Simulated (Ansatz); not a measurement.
## Field-gradient calculation of Pb

Pb (R-3m, 2 atoms in the cell), computed with DFT, LDA, all-electron PAW with datasets made for the crystal, scalar-relativistic, no spin polarisation (Ansatz 0.2.0).

The structure derives from a Materials Project entry. It belongs to a series of runs on one base structure; here: equal xy, yz and zx shear strains of -2 %, crystal datasets. Figures and captions count atoms from 1; the log counts them from 0 in places.

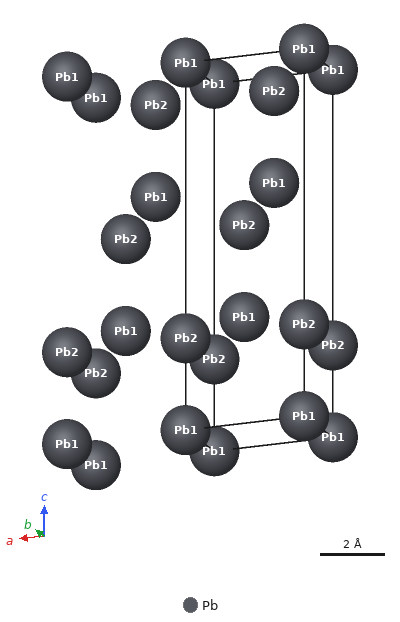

Fig. 1: The structure (spheres-only view of the cell 3 times as large as that of the calculation, set on its symmetry axes, repeated 2 × 1 × 1, seen at an oblique angle; atoms are numbered from 1 in the order of the input).

Results in brief

```csv
quantity,value
outcome,converged
space group (tolerance 0.01 Å),R-3m (166)
electrons in bands (core shells apart),28
free energy,−1135524.8912 eV
Fermi energy,10.265 eV
pressure,−0.67 GPa
field gradient V_zz (10²¹ V/m²),"Pb −5.39, Pb −5.39"
largest force (length of the vector),0.240 eV/Å
hardware,"1 thread of Intel Xeon (Sapphire Rapids), 64 GiB of memory available, shared host"
wall time,7.1 s
peak memory,0.46 GiB
```

Notes

Warnings of the run: the field gradients leave out spin–orbit coupling. Spin–orbit coupling is left out, which matters for Pb.

Input file
```yaml
crystal:
  lattice:
    - [-0.0687800011, 3.4046100549, 3.4046100549]
    - [3.4046100549, -0.0687800011, 3.4046100549]
    - [3.4046100549, 3.4046100549, -0.0687800011]
  atoms:
    - { symbol: Pb, position: [0.0, 0.0, 0.0] }
    - { symbol: Pb, position: [0.25, 0.25, 0.25] }
kpoints:
  mp_grid: { grid: [8, 8, 8] }
scf:
  occupations: { method: fermi_dirac, width: 0.05 }
hamiltonian:
  xc: lda
  pseudopotentials: { kind: all_electron, datasets: crystal }
output:
  forces: true
  stress: true
  eigenvalues: true
  efg: { contact_densities: true }
```

Command:
```bash
ansatz run input.yaml --threads 1 --pin off --max-ram 3072MiB --backend cpu --events-out ev --progress --plain --runs-dir out
```

Output
```
hamiltonian.pseudopotentials.datasets: crystal makes datasets for this crystal and solves the spheres of its atoms anew in each pass: cutoff 240.0 eV, the density's 960.0 eV; recipe a96e15594fe7.33, for an error of 0.50 meV an atom under PBE, 1.0 meV for the cell; an energy difference from a run of another recipe may be off by several times the error for the cell, under r2SCAN by more, where some 0.1 meV an atom stays at smaller errors; Pb in spheres of 1.376 Å, 14 of its electrons in bands
band count auto-derived: 19 (N_el = 28.0; filled up to band 14; 18 by the electrons, moments and atoms)
Pb: output.efg is read without spin–orbit coupling, which moves field gradients at and beside such atoms by some per cent and up to a factor of two; PAW files take it under magnetization.noncollinear and magnetization.spin_orbit
Engine: ansatz 0.2.0, x86_64-unknown-linux-gnu
Pseudopotentials: kind: all_electron
Pseudopotential: Pb, paw, valence charge 14, recommended cutoff 240 eV (normal), crystal/all_electron/lda/scalar/gaussian/Pb, Koelling and Harmon's equation, gaussian nucleus
Functional definition: SPW92
  exchange = slater_x
  correlation = pw_c
Crystal: 2 atoms, lattice volume = 81.320 Å³
Basis set: ecut = 240 eV, 687 PW (Γ)
Bands: 19, of which v1, the nominal top of the filled ones, is band 14 counted from 1 (13 counted from 0)
Symmetry: 12 space group operations
Space group: R-3m (ITA 166), of the structure as read, at distance tolerance 4.3e-5 Å
k-points: 65 of 512
Non-local potential: Pb, projectors of the file, l = 0: 1, l = 1: 1, l = 2: 2
PAW form: soft (Blöchl's): semilocal exchange-correlation on the pseudo side does not see the compensation charge
PAW one-centre angular grid: Pb, 590 points (default); XC on its mesh's 1809 points in the sphere
Initial density: superposition of atomic densities (neutral atoms: chi_scale 0, normalization atom)
Initial wavefunctions: pseudopotential atomic-orbital guess
Functional: x = slater, c = lda
iter 1 solved again at ethr=1.03e-3 eV; its pass at ethr=1.00e-1 eV (dr2=2.89e-1 eV) is discarded
SCF iter   1: F=—  HF=-1135525.011186 eV  |F-HF|=—  |Δ(HF+E_count)|=         —  Δρ=1.76e-2  dr2=2.73e-1  ethr=1.03e-3  ⟨swp⟩=4.7  Hψ=7045  notcnv=0
preconditioner: auto → none  [insulator: Δε(μ)=0.282 eV  Ē_g=17.273 eV  σ=0.050 eV  W_gap=0.57  n_scr=14 (ndim 8)  ℏωp=21.8 eV  f_vac=0.027  D(μ)=0.52/eV (n_scr^D=0)  ε∞_Penn≈2.6]
SCF iter   2: F=—  HF=-1135524.909829 eV  |F-HF|=—  |Δ(HF+E_count)|=   1.01e-1  Δρ=7.15e-3  dr2=4.49e-2  ethr=9.74e-4  ⟨swp⟩=2.0  Hψ=2472  notcnv=0
iter 3 solved again at ethr=1.94e-6 eV; its pass at ethr=1.60e-4 eV (dr2=5.43e-4 eV) is discarded
SCF iter   3: F=—  HF=-1135524.891572 eV  |F-HF|=—  |Δ(HF+E_count)|=   1.83e-2  Δρ=8.64e-4  dr2=5.56e-4  ethr=1.94e-6  ⟨swp⟩=2.7  Hψ=6499  notcnv=0
SCF iter   4: F=—  HF=-1135524.891270 eV  |F-HF|=—  |Δ(HF+E_count)|=   3.02e-4  Δρ=4.45e-4  dr2=2.12e-4  ethr=1.94e-6  ⟨swp⟩=3.0  Hψ=3074  notcnv=0
SCF iter   5: F=—  HF=-1135524.891180 eV  |F-HF|=—  |Δ(HF+E_count)|=   9.06e-5  Δρ=1.40e-4  dr2=1.84e-5  ethr=7.58e-7  ⟨swp⟩=3.0  Hψ=2497  notcnv=0
SCF iter   6: F=—  HF=-1135524.891172 eV  |F-HF|=—  |Δ(HF+E_count)|=   8.18e-6  Δρ=7.47e-5  dr2=4.98e-6  ethr=6.58e-8  ⟨swp⟩=2.0  Hψ=2167  notcnv=0
SCF iter   7: F=—  HF=-1135524.891169 eV  |F-HF|=—  |Δ(HF+E_count)|=   2.56e-6  Δρ=2.01e-5  dr2=3.48e-7  ethr=1.78e-8  ⟨swp⟩=3.0  Hψ=2256  notcnv=0
SCF iter   8: F=-1135524.891169 eV  HF=-1135524.891169 eV  |F-HF|=4.19e-9  |Δ(HF+E_count)|=   1.38e-7  Δρ=1.75e-6  dr2=2.82e-9  ethr=1.24e-9  ⟨swp⟩=3.0  Hψ=2690  notcnv=0
SCF 1 converged in 8 iterations: F = -1135524.891170 eV  dr2 = 2.82e-9
  Residual-converged pass: ⟨swp⟩=3.0  Hψ=2767  notcnv=0  max |occ|·‖R‖ = 5.2e-6 eV (tolerance 5.3e-6 eV)  dr2=1.99e-9  dr2_onsite=3.24e-9  max |Δocc| = 4.9e-11
  greatest PAW one-centre occupation: 0.974 electrons in one spin orbital (limit 2), on the Pb atom at site 0 (counted from 0), in its partial waves of l = 2
```

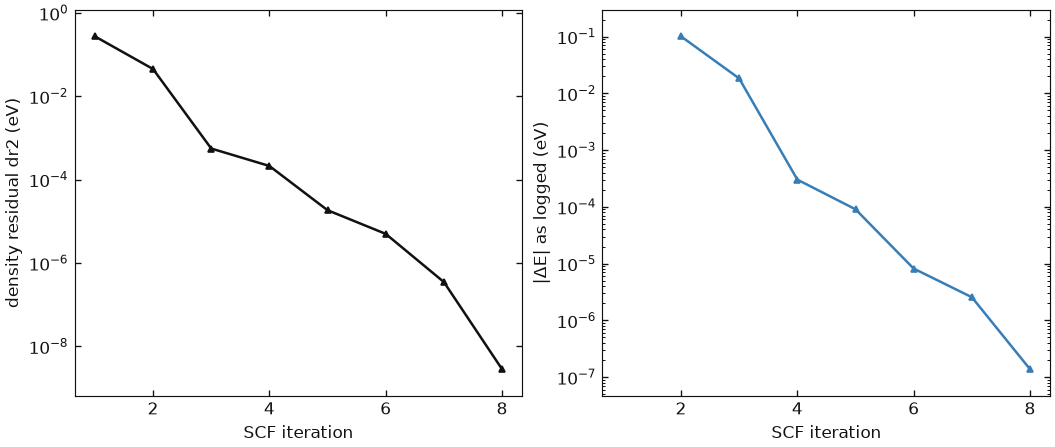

Fig. 2: Convergence of the self-consistent field: density residual dr2 and size of the energy change against the SCF iteration. The residual falls at every step.

```
SCF converged after 8 iterations
Free energy (F): -1135524.891170 eV
Harris-Foulkes:  -1135524.891170 eV  (|F-HF|=4.19e-9)
Internal energy: -1135524.886927 eV  (E = F + TS)
E sigma→0 (E₀):  -1135524.889049 eV
Entropy (-TS):   -0.004243 eV (-2.121 meV/atom)
Past the cutoff: the bands carry plane waves up to 1.75 times it, of which those up to 1.5 times it add -0.000749 eV an atom, each by itself; the spheres take 0.001377 eV an atom off the energy for waves past 1.75 times it
By the cutoff:   a pressure is off by up to 0.011 GPa (1.2 times the spheres' own share and the shells' term, over an atom's volume, and 0.004 GPa: a bound that held against runs at twice the plane waves)
Past the cutoffs: a stress includes 0.0020 GPa for waves and charges beyond them, in addition to the slope of what the spheres take
In the spheres:  the bands' charges fall short by 1.7e-6 e at most (sound up to 1e-3)
Fermi energy:    10.265269 eV
--- Per-component energies (eV) ---
  E_band       = -90.540162
  E_kinetic    = 285.443093
  E_local      = -2479.117372  (includes V_loc(G=0)·N_el)
  E_nonlocal   = 750.541184
  E_hartree    = 1112.131143
  E_xc         = -149.457436
  E_vxc        = -178.013764  (∫ρ·V_xc dr)
  E_paw        = -1138988.522603  (= ΣΔE_a)
  E_vpaw       = -6847.903182  (= ΣTr[D̂ρ^β])
  E_ewald      = -2210.150401
  E_smearing   = -0.004243  (= −TS)
  E_closure    = 6154.245464  (closes the sum)
  Σ components = -1135524.891170   (vs F -1135524.891170, Δ=0.00e0)
  The terms above E_closure are by the made datasets' own strengths, without shells solved beside the bands.
--- Forces (eV/Å), atoms counted from 1 ---
  atom   1  Pb    -0.13838485    -0.13838485    -0.13838485
  atom   2  Pb     0.13838485     0.13838485     0.13838485
  max |Σ_I F_I| component: 2.78e-17 eV/Å
--- Stress (GPa, compression-positive) ---
       -0.674291       0.714011       0.714011
        0.714011      -0.674291       0.714011
        0.714011       0.714011      -0.674291
  P = ⅓ Tr σ = -0.6743 GPa (-6.743 kbar)
--- PAW observables at the nuclei: V_zz in 10²¹ V/m², potentials from the cell's mean, atoms counted from 1 ---
  atom   1  Pb V_zz =    -5.391028   η = 0.0000   by run symmetry: allowed
            electrostatic potential = -17470.103524 V   contact ρ = 16457095.125090 e/Å³
  atom   2  Pb V_zz =    -5.391028   η = 0.0000   by run symmetry: allowed
            electrostatic potential = -17470.103524 V   contact ρ = 16457095.125090 e/Å³
--- Band table (eV; the first three rows and the last of 65) ---
  k-point 0: bands = ["-6.9469", "-6.8683", "-6.8683", "-6.8148", "-6.8148", "-6.3988", "-6.3988", "-6.3521", "-6.3521", "-6.3396", "-0.9660", "6.1951", "10.6205", "10.6205", "10.6306", "12.5128", "12.5128"]
  k-point 1: bands = ["-6.9557", "-6.8865", "-6.8670", "-6.7965", "-6.7927", "-6.4143", "-6.4066", "-6.3858", "-6.3380", "-6.3115", "-0.8359", "5.7266", "10.2756", "10.3672", "10.4043", "12.8329", "12.8868"]
  k-point 2: bands = ["-6.9694", "-6.9079", "-6.8620", "-6.7638", "-6.7619", "-6.4334", "-6.4253", "-6.4217", "-6.3202", "-6.2885", "-0.4675", "4.6779", "9.7270", "9.9430", "9.9656", "13.3450", "13.5989"]
  k-point 64: bands = ["-6.9251", "-6.9251", "-6.9112", "-6.7107", "-6.7107", "-6.4734", "-6.4734", "-6.4223", "-6.3021", "-6.3021", "0.5398", "2.9297", "9.1204", "9.3677", "9.3677", "13.6791", "13.6791"]
```

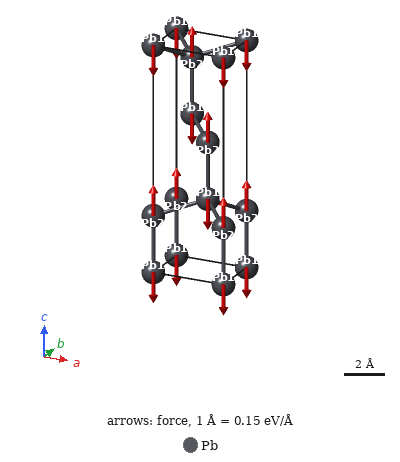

Fig. 3: Forces on the atoms as red arrows (ball-and-stick view of the cell 3 times as large as that of the calculation, set on its symmetry axes, seen slightly off an axis; atoms are numbered from 1 in the order of the input). The largest act on Pb1, Pb2 (0.24 eV/Å). The geometry is not a stationary point of this energy.
